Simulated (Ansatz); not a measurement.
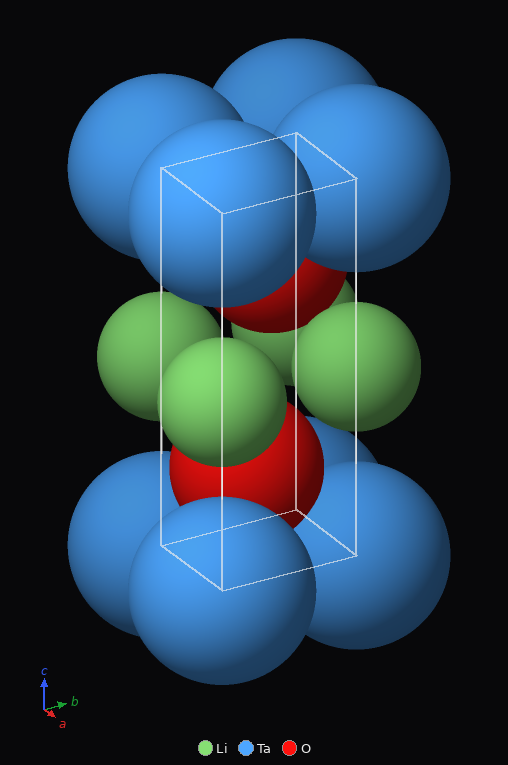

Space-filling model, viewed slightly off an axis. The lines enclose the conventional unit cell; boundary atoms appear with their images. Cell: a = 2.85 Å, b = 2.85 Å, c = 5.57 Å, α = 90.00°, β = 90.00°, γ = 120.00°.

The structure was taken from a structure type filled with these elements by a generator (whether the compound takes this form wasn't checked). Earlier steps of the study may have refined or changed the cell and positions. It was run through Ansatz as a DFT input.

> In words:

The formula is LiTaO$_{2}$. Space group P-3m1 (No. 164), lattice primitive hexagonal. One cell contains 1 Li, 1 Ta, 2 O, 4 atoms in all. Li is linked to six O in a distorted octahedral arrangement at about 2.1 Å. O bonds to three Li and three Ta in a trigonal prismatic arrangement (about 2.1 Å to Li, 2.2 Å to Ta).

Run with DFT PBE, scalar-relativistic, plane waves, PAW in Ansatz 0.2.0 and these settings: a kinetic-energy cutoff of 420 eV, k-points on an 18×18×8 grid, Gaussian smearing of 0.1 eV, no spin polarisation.

> What is the band gap, if any?

A metal: bands cross the Fermi level.

> What charge does Bader's analysis assign to each element?

Li +0.89 e; Ta +1.79 e; O -1.34 e.

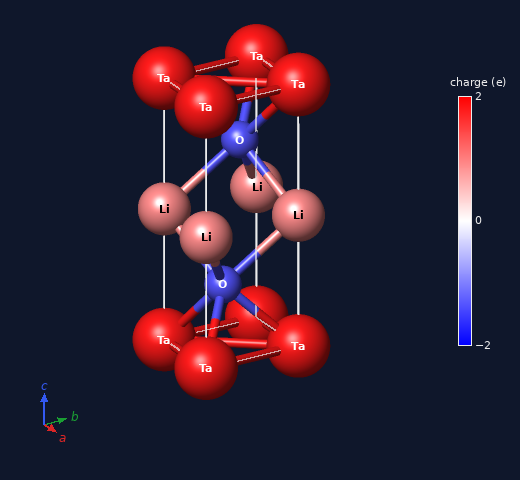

The atoms coloured by those charges. The run's cell of 4 atoms is drawn.

> Is the structure in equilibrium?

Yes. All forces vanish to within 0.01 eV/Å. The pressure is 0.0 GPa, close to zero.
